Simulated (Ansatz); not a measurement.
Single-point calculation, with input and output: AlNi

The run: single-point calculation of AlNi (Cmmm, 2 atoms in the cell). Method and program: DFT PBEsol, scalar-relativistic, plane waves, PAW, no spin polarisation (Ansatz 0.2.0).

The structure derives from an entry of the Crystallography Open Database. It belongs to a series of runs on one base structure; here: strain +0.0100 x Voigt [0, 0, 0, 0, 1, 0], atoms carried along. Figures and captions count atoms from 1; the log counts them from 0 in places.

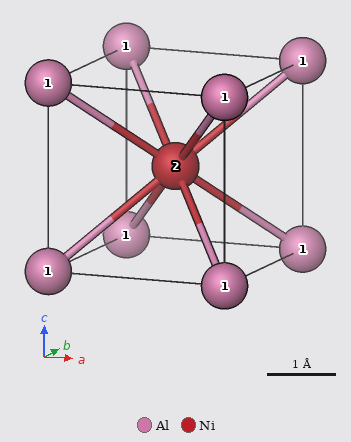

**Figure 1.** The input geometry (ball-and-stick view of the cell of the calculation, seen slightly off an axis; atoms are numbered from 1 in the order of the input). An atom can appear more than once, as a periodic image.

Summary

- outcome: converged
- space group (tolerance 0.01 Å): Cmmm (65)
- electrons treated: 21
- free energy: −6330.8667 eV
- Fermi energy: 14.189 eV
- gap on the k-point mesh: none (metallic)
- pressure: 0.04 GPa
- largest force (length of the vector): under 0.001 eV/Å
- hardware: 1 thread of Intel Xeon @ 2.50GHz (Skylake/Cascade Lake), 189 GiB of memory available, shared host
- wall time: 59 s
- peak memory: 0.65 GiB

Notes

The run has no spin polarisation, so a magnetic state may lie lower.

The input
```yaml
crystal:
  lattice:
    - [2.8621655516, 0.0, 0.0143108278]
    - [0.0, 2.8621655516, 0.0]
    - [0.0143108278, 0.0, 2.8621655516]
  atoms:
    - { symbol: Al, position: [0.0, 0.0, 0.0] }
    - { symbol: Ni, position: [0.5, 0.5, 0.5] }
basis:
  ecutwfc: 420
kpoints:
  mp_grid: { grid: [20, 20, 20] }
hamiltonian:
  xc: pbesol
scf:
  occupations: { method: gaussian, width: 0.15 }
output:
  forces: true
  stress: true
  eigenvalues: true
  write_density: true
  write_potential: true
  elf: true
  volumetric_format: npy
```

Run as:
```bash
ansatz run input.yaml --threads 1 --pin off --max-ram 2560MiB --backend cpu --events-out ev --progress --plain --runs-dir out
```

Log
```
Engine: ansatz 0.2.0, x86_64-unknown-linux-gnu
Pseudopotentials: kind: paw
Pseudopotential: Al, paw, valence charge 3, recommended cutoff 420 eV (normal), Al.paw.azcp
Pseudopotential: Ni, paw, valence charge 18, recommended cutoff 420 eV (normal), Ni.paw.azcp
Functional definition: PBEsol
  exchange = pbesol_x
  correlation = pbesol_c
Crystal: 2 atoms, lattice volume = 23.446 Å³
Basis set: ecut = 420 eV, 461 PW (Γ), exchange–correlation on 40×40×40 points (8 copies of the dense FFT grid, shifted against one another)
Bands: 15, of which v1, the nominal top of the filled ones, is band 11 counted from 1 (10 counted from 0)
Symmetry: 8 space group operations
Space group: Cmmm (ITA 65), of the structure as read, at distance tolerance 2.9e-5 Å
k-points: 1221 of 8000
Non-local potential: Al, projectors of the file, l = 0: 2, l = 1: 2, l = 2: 1
Non-local potential: Ni, projectors of the file, l = 0: 3, l = 1: 2, l = 2: 3, l = 3: 1
PAW form: soft (Blöchl's): semilocal exchange-correlation on the pseudo side does not see the compensation charge
PAW frozen core: Al, regenerated for the run's functional, and the local potential with it (the file was generated under x = pbe(κ = 0.804, μ = 0.2195149727645171), c = pbe(β = 0.06672455060314922))
PAW frozen core: Ni, regenerated for the run's functional, and the local potential with it (the file was generated under x = pbe(κ = 0.804, μ = 0.2195149727645171), c = pbe(β = 0.06672455060314922))
PAW one-centre angular grid: Al, 110 points (default); XC on 64 Gauss nodes
PAW one-centre angular grid: Ni, 590 points (default); XC on 64 Gauss nodes
Initial density: superposition of atomic densities (neutral atoms: chi_scale 0, normalization atom), corrected by the library's trained network
Initial wavefunctions: pseudopotential atomic-orbital guess
Functional: x = pbesol(κ = 0.804, μ = 0.12345679012345678), c = pbesol(β = 0.046)
SCF iter   1: F=—  HF=-6330.873662 eV  |F-HF|=—  |Δ(HF+E_count)|=         —  Δρ=1.93e-2  dr2=5.05e-2  ethr=1.77e-3  ⟨swp⟩=4.4  Hψ=82026  notcnv=0
preconditioner: auto → none  [metal: Δε(μ)=0.002 eV  Ē_g=9.762 eV  σ=0.150 eV  W_gap=0.01  n_scr=6 (ndim 8)  ℏωp=27.6 eV  f_vac=0.000  D(μ)=0.89/eV (n_scr^D=6)  sad-step TF]
SCF iter   2: F=—  HF=-6330.867542 eV  |F-HF|=—  |Δ(HF+E_count)|=   6.12e-3  Δρ=6.62e-3  dr2=6.82e-3  ethr=2.40e-4  ⟨swp⟩=1.7  Hψ=29610  notcnv=0  defer=58
SCF iter   3: F=—  HF=-6330.866771 eV  |F-HF|=—  |Δ(HF+E_count)|=   7.71e-4  Δρ=1.01e-3  dr2=1.72e-4  ethr=3.25e-5  ⟨swp⟩=1.0  Hψ=18013  notcnv=0  defer=63
SCF iter   4: F=—  HF=-6330.866747 eV  |F-HF|=—  |Δ(HF+E_count)|=   2.35e-5  Δρ=7.02e-5  dr2=3.57e-7  ethr=8.19e-7  ⟨swp⟩=1.3  Hψ=19519  notcnv=0  defer=64
SCF iter   5: F=—  HF=-6330.866750 eV  |F-HF|=—  |Δ(HF+E_count)|=   2.71e-6  Δρ=1.15e-5  dr2=2.16e-8  ethr=1.70e-9  ⟨swp⟩=2.0  Hψ=30216  notcnv=0  defer=64
SCF iter   6: F=-6330.866750 eV  HF=-6330.866750 eV  |F-HF|=1.30e-10  |Δ(HF+E_count)|=  1.70e-10  Δρ=8.85e-7  dr2=1.35e-10  ethr=1.03e-10  ⟨swp⟩=6.0  Hψ=97205  notcnv=0
SCF 1 converged in 6 iterations: F = -6330.866750 eV  dr2 = 1.35e-10
  greatest PAW one-centre occupation: 1.001 electrons in one spin orbital (limit 2), on the Ni atom at site 1 (counted from 0), in its partial waves of l = 1
```

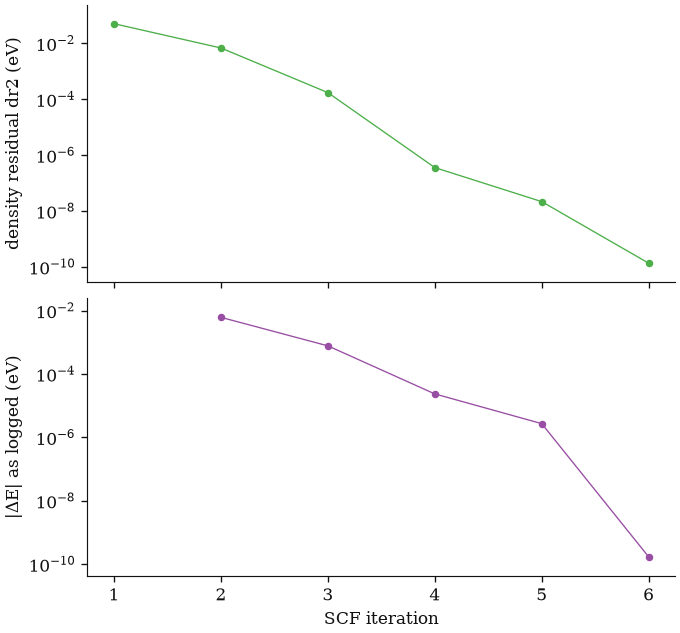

**Figure 2.** Convergence of the self-consistent field: density residual dr2 and size of the energy change against the SCF iteration. The residual falls at every step.

```
SCF converged after 6 iterations
Free energy (F): -6330.866750 eV
Harris-Foulkes:  -6330.866750 eV  (|F-HF|=1.30e-10)
Internal energy: -6330.856939 eV  (E = F + TS)
E sigma→0 (E₀):  -6330.861844 eV
Entropy (-TS):   -0.009811 eV (-4.905 meV/atom)
Fermi energy:    14.188557 eV
--- Per-component energies (eV) ---
  E_band       = -331.577055
  E_kinetic    = 312.141269
  E_local      = -4418.773203  (includes V_loc(G=0)·N_el)
  E_nonlocal   = 648.677281
  E_hartree    = 1900.165467
  E_xc         = -125.917290
  E_vxc        = -141.154531  (∫ρ·V_xc dr)
  E_paw        = -2052.770087  (= ΣΔE_a)
  E_vpaw       = -532.800164  (= ΣTr[D̂ρ^β])
  E_aug_tail   = 0.000399  (compensation charges beyond the density's cutoff)
  E_ewald      = -2594.597203
  E_core_change = 0.216428  (= ΣΔE_core)
  E_smearing   = -0.009811  (= −TS)
  E_closure    = 0.000000  (closes the sum)
  Σ components = -6330.866750   (vs F -6330.866750, Δ=0.00e0)
--- Forces (eV/Å), atoms counted from 1 ---
  atom   1  Al    -0.00000000     0.00000000     0.00000000
  atom   2  Ni     0.00000000     0.00000000     0.00000000
  max |Σ_I F_I| component: 7.58e-29 eV/Å
--- Stress (GPa, compression-positive) ---
        0.039938       0.000000      -1.270322
        0.000000       0.047584       0.000000
       -1.270322       0.000000       0.039938
  P = ⅓ Tr σ = 0.0425 GPa (0.425 kbar)
--- Band table (eV; the first three rows and the last of 1221) ---
  k-point 0: bands = ["-88.8543", "-49.4060", "-49.4023", "-49.3985", "2.8896", "10.8498", "10.8503", "12.6040", "12.6170", "12.6307", "19.7124", "19.7447", "19.7797", "22.3700", "22.3706"]
  k-point 1: bands = ["-88.8543", "-49.4063", "-49.4022", "-49.3988", "2.9363", "10.8474", "10.8612", "12.5902", "12.5959", "12.6256", "19.1930", "19.8068", "19.8096", "22.3718", "22.8772"]
  k-point 2: bands = ["-88.8541", "-49.4073", "-49.4021", "-49.3994", "3.0763", "10.8332", "10.8943", "12.5342", "12.5359", "12.6281", "18.1269", "19.9899", "19.9913", "22.3768", "23.7941"]
  k-point 1220: bands = ["-88.8496", "-49.4264", "-49.4230", "-49.4195", "9.9722", "9.9847", "9.9979", "13.1941", "13.1942", "16.0517", "16.1155", "16.1915", "18.0787", "18.7011", "18.7557"]
```

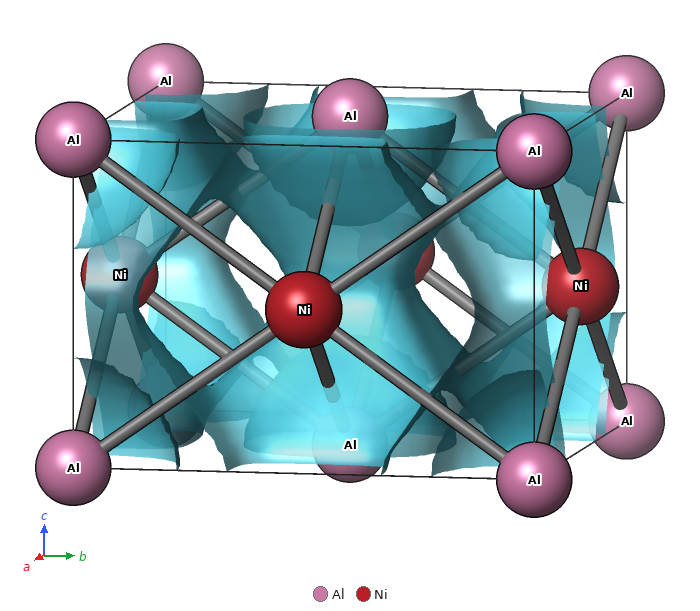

**Figure 3.** Isosurface of the electron localisation function at 0.45 (cyan), seen slightly off an axis. Only the valence region is drawn (cores and ρ < 0.01 e/Å³ removed). Sticks mark near contacts. The outline is the cell set on symmetry axes. The ELF exceeds this value in one network that runs through the whole crystal, counted in one cell of 4 atoms. Along the contacts the grid gives the following. Al–Ni (2.47 Å): the ELF is about 0.40 at the midpoint (metallic bonding. Core electrons are frozen (PAW), so the fields are smoothed inside the atomic spheres.

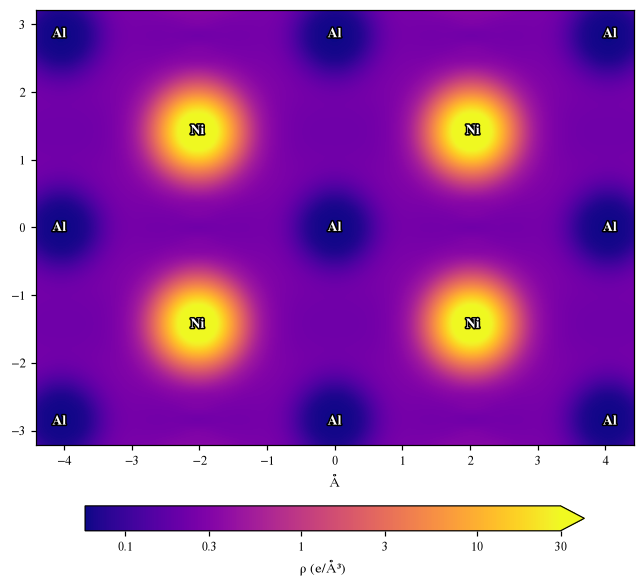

**Figure 4.** Valence charge density (pseudo) on the (100) plane of the conventional cell. The section cuts through Al and Ni sites. Al–Ni (2.49 Å): ρ at the midpoint is about 0.3 e/Å³. Away from the nuclei the density in this plane falls to 0.22 e/Å³ at its lowest.
